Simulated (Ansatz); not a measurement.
# Single-point calculation, with input and output: AlAs

- system: AlAs (slab, 6 atoms in the cell)
- method: DFT PBEsol, scalar-relativistic, plane waves, PAW, no spin polarisation (Ansatz 0.2.0)

The structure derives from an entry of the Crystallography Open Database. It belongs to a series of runs on one base structure; here: the substrate alone at its places in the stack. Figures and captions count atoms from 1; the log counts them from 0 in places.

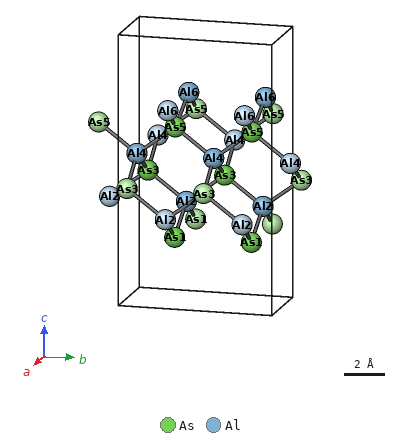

Fig. 1: The input geometry (ball-and-stick view of the 1 × 2 repeat of the cell, with the vacuum cut short, seen slightly off an axis; neighbours outside the cell are drawn fainter; atoms are numbered from 1 in the order of the input). An atom can appear more than once, as a periodic image. Near neighbours in the periodic cell (some may lie outside the picture): As has 2 Al at 2.45 Å; Al has 4 As at 2.42 to 2.51 Å; As has 4 Al at 2.41 to 2.51 Å; Al has 2 As at 2.41 to 2.42 Å.

## Input file
```yaml
crystal:
  lattice:
    - [4.0125456551, 0.0, 0.0]
    - [0.0, 4.0125456551, 0.0]
    - [0.0, 0.0, 30.489183066]
  atoms:
    - { symbol: As, position: [-0.2519592489, 0.6652782905, 0.2485619921] }
    - { symbol: Al, position: [0.2481785051, 0.6812116838, 0.294401774] }
    - { symbol: As, position: [0.2483568817, 0.1805097071, 0.343224748] }
    - { symbol: Al, position: [-0.2515792882, 0.1744428745, 0.3875002906] }
    - { symbol: As, position: [-0.2507253304, 0.6739655716, 0.436685098] }
    - { symbol: Al, position: [0.2494141633, 0.7125738147, 0.4804645855] }
basis:
  ecutwfc: 420
kpoints:
  mp_grid: { grid: [9, 9, 1] }
hamiltonian:
  xc: pbesol
scf:
  occupations: { method: gaussian, width: 0.1 }
output:
  forces: true
  stress: true
  eigenvalues: true
  write_density: true
  write_potential: true
  elf: true
  volumetric_format: npy
efield:
  axis: 3
  dipole_correction: true
  ramp_width: 0.04
```

Machine: 4 threads of Intel Xeon (Granite Rapids), 32 GiB of memory available, shared host.

Run as:
```bash
ansatz run input.yaml --threads 4 --pin off --max-ram 10240MiB --backend cpu --events-out ev --progress --plain --runs-dir out
```

## What the program printed
```
Engine: ansatz 0.2.0, x86_64-unknown-linux-gnu
Pseudopotentials: kind: paw
Pseudopotential: As, paw, valence charge 15, recommended cutoff 420 eV (normal), As.paw.azcp
Pseudopotential: Al, paw, valence charge 3, recommended cutoff 420 eV (normal), Al.paw.azcp
Functional definition: PBEsol
  exchange = pbesol_x
  correlation = pbesol_c
Crystal: 6 atoms, lattice volume = 490.892 Å³
Basis set: ecut = 420 eV, 9573 PW (Γ), exchange–correlation on 54×54×432 points (8 copies of the dense FFT grid, shifted against one another)
Bands: 33, of which v1, the nominal top of the filled ones, is band 27 counted from 1 (26 counted from 0)
Symmetry: 1 space group operations
Space group: P1 (ITA 1), of the structure as read, at distance tolerance 7.9e-5 Å
k-points: 41 of 81 (time reversal used)
Non-local potential: As, projectors of the file, l = 0: 2, l = 1: 2, l = 2: 3, l = 3: 1
Non-local potential: Al, projectors of the file, l = 0: 2, l = 1: 2, l = 2: 1
PAW form: soft (Blöchl's): semilocal exchange-correlation on the pseudo side does not see the compensation charge
PAW frozen core: As, regenerated for the run's functional, and the local potential with it (the file was generated under x = pbe(κ = 0.804, μ = 0.2195149727645171), c = pbe(β = 0.06672455060314922))
PAW frozen core: Al, regenerated for the run's functional, and the local potential with it (the file was generated under x = pbe(κ = 0.804, μ = 0.2195149727645171), c = pbe(β = 0.06672455060314922))
PAW one-centre angular grid: As, 590 points (default); XC on 64 Gauss nodes
PAW one-centre angular grid: Al, 110 points (default); XC on 64 Gauss nodes
Initial density: superposition of atomic densities (neutral atoms: chi_scale 0, normalization atom), corrected by the library's trained network
Initial wavefunctions: pseudopotential atomic-orbital guess
Functional: x = pbesol(κ = 0.804, μ = 0.12345679012345678), c = pbesol(β = 0.046)
SCF iter   1: F=—  HF=-16011.409424 eV  |F-HF|=—  |Δ(HF+E_count)|=         —  Δρ=5.78e-3  dr2=5.26e0  ethr=1.77e-3  p=0.095 e·Å  D=3.49e-2 V/Å  ΔV_dip=-1.06 eV  dr2_dipole=1.89e0  V_vac-E_F(+/−)=4.69/5.76 eV  ⟨swp⟩=9.1  Hψ=6683  notcnv=0
efield: sawtooth ramp at fractional position 0.8445 (placed from the atoms, in the widest stretch of the axis that holds none; the zero of the levels goes with the place), width 0.0400; the density the first Hamiltonian is built on has a dipole p = 0.095 e·Å; the dipole correction subtracts the counter field D = 3.49e-2 V/Å, which shifts the + side's vacuum level by -1.06 eV against the − side's; the planar-averaged density in the ramp window peaks in size at 1.1e-7 e/Å³
preconditioner: auto → LDOS  [metal: Δε(μ)=0.066 eV  Ē_g=7.352 eV  σ=0.100 eV  W_gap=0.34  n_scr=62 (ndim 8)  ℏωp=8.2 eV  f_vac=0.646  D(μ)=3.91/eV (n_scr^D=10)  β→1.0]
SCF iter   2: F=—  HF=-16011.280254 eV  |F-HF|=—  |Δ(HF+E_count)|=   1.29e-1  Δρ=1.80e-3  dr2=1.99e-1  ethr=1.77e-3  p=0.150 e·Å  D=5.51e-2 V/Å  ΔV_dip=-1.68 eV  dr2_dipole=5.62e-2  V_vac-E_F(+/−)=4.52/6.20 eV  ⟨swp⟩=2.7  Hψ=1878  notcnv=0  defer=40
SCF iter   3: F=—  HF=-16011.270392 eV  |F-HF|=—  |Δ(HF+E_count)|=   9.86e-3  Δρ=7.95e-4  dr2=1.22e-2  ethr=3.68e-4  p=0.137 e·Å  D=5.05e-2 V/Å  ΔV_dip=-1.54 eV  dr2_dipole=3.85e-5  V_vac-E_F(+/−)=4.53/6.07 eV  ⟨swp⟩=2.0  Hψ=1643  notcnv=0  defer=42
SCF iter   4: F=—  HF=-16011.268816 eV  |F-HF|=—  |Δ(HF+E_count)|=   1.58e-3  Δρ=2.84e-4  dr2=4.30e-3  ethr=2.27e-5  p=0.137 e·Å  D=5.06e-2 V/Å  ΔV_dip=-1.54 eV  dr2_dipole=4.64e-4  V_vac-E_F(+/−)=4.52/6.06 eV  ⟨swp⟩=2.0  Hψ=1721  notcnv=0  defer=42
SCF iter   5: F=—  HF=-16011.268547 eV  |F-HF|=—  |Δ(HF+E_count)|=   2.68e-4  Δρ=2.04e-4  dr2=1.81e-3  ethr=7.96e-6  p=0.139 e·Å  D=5.12e-2 V/Å  ΔV_dip=-1.56 eV  dr2_dipole=3.82e-4  V_vac-E_F(+/−)=4.49/6.05 eV  ⟨swp⟩=2.2  Hψ=1815  notcnv=0  defer=42
SCF iter   6: F=—  HF=-16011.268361 eV  |F-HF|=—  |Δ(HF+E_count)|=   1.86e-4  Δρ=1.10e-4  dr2=4.95e-4  ethr=3.35e-6  p=0.140 e·Å  D=5.15e-2 V/Å  ΔV_dip=-1.57 eV  dr2_dipole=1.35e-4  V_vac-E_F(+/−)=4.48/6.05 eV  ⟨swp⟩=2.6  Hψ=2214  notcnv=0  defer=42
SCF iter   7: F=—  HF=-16011.268309 eV  |F-HF|=—  |Δ(HF+E_count)|=   5.17e-5  Δρ=4.46e-5  dr2=4.49e-5  ethr=9.17e-7  p=0.141 e·Å  D=5.19e-2 V/Å  ΔV_dip=-1.58 eV  dr2_dipole=1.37e-6  V_vac-E_F(+/−)=4.47/6.05 eV  ⟨swp⟩=2.3  Hψ=2099  notcnv=0  defer=42
SCF iter   8: F=—  HF=-16011.268393 eV  |F-HF|=—  |Δ(HF+E_count)|=   8.37e-5  Δρ=2.23e-5  dr2=5.99e-6  ethr=8.31e-8  p=0.141 e·Å  D=5.20e-2 V/Å  ΔV_dip=-1.59 eV  dr2_dipole=6.77e-8  V_vac-E_F(+/−)=4.46/6.05 eV  ⟨swp⟩=2.0  Hψ=2259  notcnv=0  defer=42
SCF iter   9: F=—  HF=-16011.268393 eV  |F-HF|=—  |Δ(HF+E_count)|=   3.57e-7  Δρ=5.11e-6  dr2=3.15e-7  ethr=1.11e-8  p=0.141 e·Å  D=5.20e-2 V/Å  ΔV_dip=-1.59 eV  dr2_dipole=3.56e-9  V_vac-E_F(+/−)=4.46/6.05 eV  ⟨swp⟩=2.0  Hψ=1763  notcnv=0  defer=42
SCF iter  10: F=-16011.268393 eV  HF=-16011.268393 eV  |F-HF|=2.57e-8  |Δ(HF+E_count)|=   2.90e-8  Δρ=1.50e-6  dr2=2.02e-8  ethr=1.85e-10  p=0.141 e·Å  D=5.20e-2 V/Å  ΔV_dip=-1.59 eV  dr2_dipole=3.25e-11  V_vac-E_F(+/−)=4.46/6.05 eV  ⟨swp⟩=20.0  Hψ=11506  notcnv=0
SCF 1 converged in 10 iterations: F = -16011.268393 eV  dr2 = 2.02e-8
  greatest PAW one-centre occupation: 0.999 electrons in one spin orbital (limit 2), on the As atom at site 0 (counted from 0), in its partial waves of l = 2
```

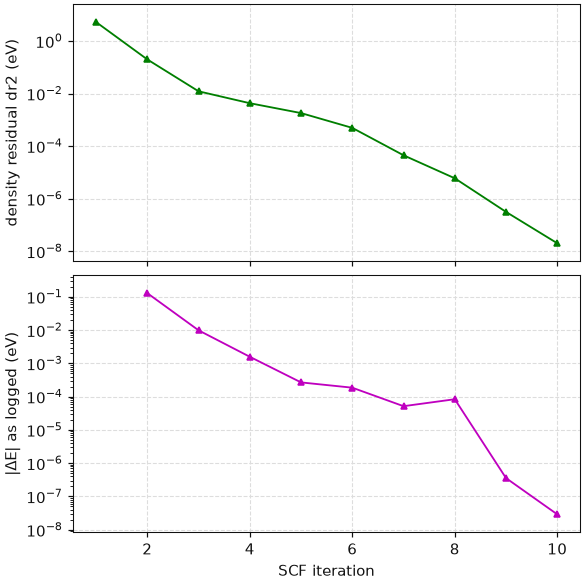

Fig. 2: Convergence of the self-consistent field: density residual dr2 and size of the energy change against the SCF iteration. The residual falls at every step.

```
WARN: The input density's exchange-correlation potential varies sharply where the density is thin. Do not read a vacuum level from v_tot or v_xc, or from such a field of the output density. On a cell that repeats whose density bears no net charge and no dipole along the vacuum's axis use v_es (v_loc + v_h of the components); under efield.dipole_correction with no amplitude use v_es + v_field, which holds any external_charges[].barrier, or the levels of the report's work_function block, which leave it out; under a non-zero efield.amplitude the vacuum is tilted and has no level; on a cell that repeats and bears such a dipole with no correction it is tilted too, and efield.dipole_correction with no amplitude gives each side of its ramp a level where efield: is served; in a cell that repeats whose density bears a net charge (total_charge, or a fill off its count) it is curved and has none; of a slab under crystal.periodic whose density bears no net charge use v_es, which has a level on each side, short of where the two are joined; of another it falls or rises all the way out and has none; of a slab beside external_charges read slab_vacuum_level instead, which it has where they leave it neutral. The grid or the basis barely resolves most such structure, and the values can differ between equally converged runs; as a rule a tighter scf.convergence.dr2_threshold does not remove it. Where the density itself ripples (under the LDA too) a higher basis.ecutwfc lessens it. The files hold the spikes' plane waves up to the density's cutoff. Files: v_tot and the like, and their columns of v_z.tsv (output.write_potential); v_xc and the like, and their columns of v_comp_z.tsv (output.write_potential_components); where files of the output density stand in their place, no point of their own thin density is over the threshold below, and this is of outcome.potential() and, of a run that writes arrays (npy), the arrays of these names. Measured: with its Gaussian average of σ = 0.25 Å subtracted twice, the exchange-correlation potential is over 0.1 eV at 5 of the grid points where the equally averaged density (valence and model cores) is under 1e-3 e/Å³, and 0.118 eV at the most among them, at an averaged density of 9.6e-8 e/Å³. See output.write_potential in the manual, Limitations
SCF converged after 10 iterations
Free energy (F): -16011.268393 eV
Harris-Foulkes:  -16011.268393 eV  (|F-HF|=2.57e-8)
Internal energy: -16011.248219 eV  (E = F + TS)
E sigma→0 (E₀):  -16011.258306 eV
Entropy (-TS):   -0.020174 eV (-3.362 meV/atom)
Fermi energy:    -1.943623 eV
Dipole field:    D = 0.052042 V/Å  (p = 0.141183 e·Å, saw-weighted, corrected)
Work function:   Φ+ = 4.4619 eV   Φ− = 6.0486 eV
Levels:          The Fermi level and band energies are counted from a zero that moves with the ramp; work functions are not
--- Per-component energies (eV) ---
  E_band       = -1260.095132
  E_kinetic    = 372.242477
  E_local      = -50152.140890  (includes V_loc(G=0)·N_el)
  E_nonlocal   = -1972.973325
  E_hartree    = 25063.578763
  E_xc         = -348.940930
  E_vxc        = -318.171833  (∫ρ·V_xc dr)
  E_paw        = -6742.977177  (= ΣΔE_a)
  E_vpaw       = 682.568561  (= ΣTr[D̂ρ^β])
  E_aug_tail   = 0.000016  (compensation charges beyond the density's cutoff)
  E_efield     = 0.003674  (sawtooth field / dipole correction)
  E_vefield    = 1.228399  (∫n·V_field dr)
  E_ewald      = 17767.002470
  E_core_change = 2.956703  (= ΣΔE_core)
  E_smearing   = -0.020174  (= −TS)
  E_closure    = -0.000000  (closes the sum)
  Σ components = -16011.268393   (vs F -16011.268393, Δ=0.00e0)
--- Forces (eV/Å), atoms counted from 1 ---
  atom   1  As     0.00526768     0.03898405     0.07788091
  atom   2  Al    -0.00414573    -0.03470211    -0.08434467
  atom   3  As     0.00203045    -0.00204448    -0.06064217
  atom   4  Al    -0.00093062    -0.02348291     0.09297573
  atom   5  As     0.00272332    -0.05764941    -0.33923114
  atom   6  Al    -0.00494450     0.07889084     0.31334786
  max |Σ_I F_I| component: 1.35e-5 eV/Å
--- Stress (GPa, compression-positive) ---
        0.153363      -0.000162      -0.007578
       -0.000162      -1.081970       0.023918
       -0.007578       0.023918       0.121053
  P = ⅓ Tr σ = -0.2692 GPa (-2.692 kbar)
--- Band table (eV; the first three rows and the last of 41) ---
  k-point 0: bands = ["-37.2224", "-37.2204", "-37.2201", "-37.1897", "-37.1768", "-36.7025", "-36.6970", "-36.6884", "-36.6798", "-36.6739", "-36.4791", "-36.4290", "-36.4242", "-36.2890", "-36.2814", "-14.0147", "-13.0781", "-11.7080", "-7.2913", "-5.3927", "-4.4002", "-4.1588", "-3.4575", "-3.1109", "-3.0677", "-2.2510", "-1.7393", "-0.9120", "-0.6631", "0.0458", "0.6649", "1.1415", "1.4054"]
  k-point 1: bands = ["-37.2224", "-37.2204", "-37.2201", "-37.1895", "-37.1768", "-36.7025", "-36.6970", "-36.6885", "-36.6796", "-36.6739", "-36.4790", "-36.4290", "-36.4242", "-36.2890", "-36.2814", "-13.9465", "-13.0316", "-11.6912", "-7.2321", "-5.6198", "-4.3829", "-4.3396", "-4.0042", "-3.4222", "-2.5224", "-2.2437", "-1.9499", "-1.1380", "-0.4705", "0.5110", "0.8282", "1.0207", "1.7415"]
  k-point 2: bands = ["-37.2224", "-37.2204", "-37.2201", "-37.1892", "-37.1769", "-36.7025", "-36.6970", "-36.6886", "-36.6793", "-36.6740", "-36.4787", "-36.4291", "-36.4243", "-36.2890", "-36.2814", "-13.7549", "-12.9120", "-11.6560", "-7.1123", "-6.2412", "-5.0885", "-4.4505", "-4.1703", "-3.3348", "-2.4641", "-2.2326", "-2.1865", "-1.5478", "-0.3215", "0.3108", "0.7898", "1.5943", "2.3601"]
  k-point 40: bands = ["-37.2221", "-37.2209", "-37.2200", "-37.1884", "-37.1771", "-36.7030", "-36.6958", "-36.6884", "-36.6794", "-36.6742", "-36.4786", "-36.4293", "-36.4242", "-36.2894", "-36.2804", "-13.1553", "-12.5967", "-11.2609", "-7.8815", "-7.4490", "-6.5017", "-4.7919", "-3.9911", "-3.8583", "-3.3094", "-2.5818", "-2.2518", "-0.9100", "0.6787", "0.7807", "1.4956", "1.6845", "2.4312"]
```

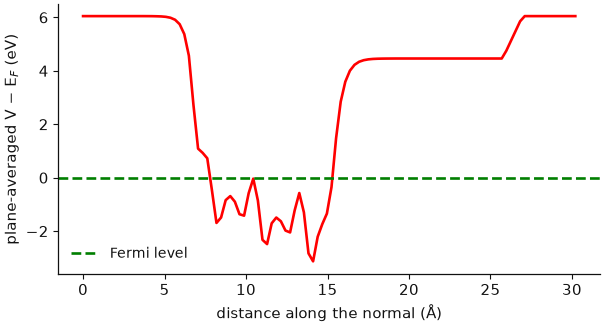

Fig. 3: Plane average of the electrostatic potential energy of an electron across the cell, from the Fermi level. The vacuum level lies 4.46 eV above the Fermi level on the upper side and 6.05 eV on the lower.

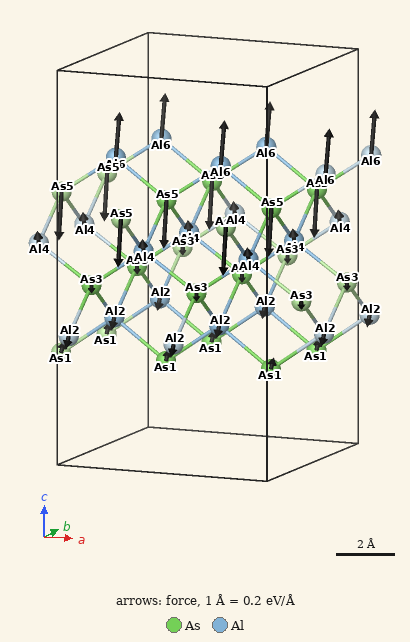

Fig. 4: Forces on the atoms as black arrows (ball-and-stick view of the 2 × 2 repeat of the cell, with the vacuum cut short, seen slightly off an axis; neighbours outside the cell are drawn fainter; atoms are numbered from 1 in the order of the input). The largest act on As5 (0.34 eV/Å); Al6 (0.32 eV/Å). The geometry is not a stationary point of this energy.

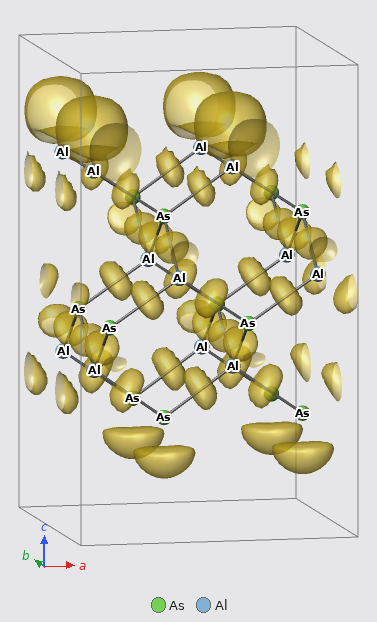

Fig. 5: Isosurface of the electron localisation function at 0.8 (yellow), seen slightly off an axis. Core shells and regions of very low density are left out. Sticks mark near contacts. Profiles from the grid: Al–As (2.41 Å): the ELF peaks at about 0.90 between the atoms, which marks a shared electron pair. In a PAW calculation such maps are meaningful between the atoms, not at the nuclei.

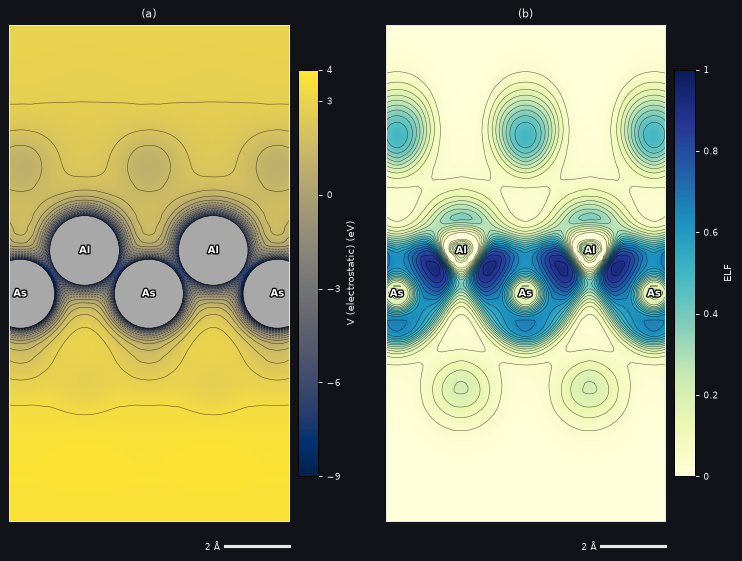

Fig. 6: (a) electrostatic potential energy of an electron; (b) electron localisation function on the (010) plane of the calculation cell, a cut from vacuum to vacuum. Grey discs, where drawn, cover atomic cores. Atoms in the plane: As and Al.

## Results in brief

```tsv
quantity	value
outcome	converged
electrons treated	54
free energy	−16011.2684 eV
work function, top face	4.46 eV
work function, bottom face	6.05 eV
Fermi energy	−1.944 eV
gap on the k-point mesh	none (metallic)
work function (upper face)	4.46 eV
largest force (length of the vector)	0.344 eV/Å
wall time	11 s (CPU time 42 s)
peak memory	1.1 GiB
```

## Remarks

The program warns: the exchange-correlation potential is rough where the density is thin.
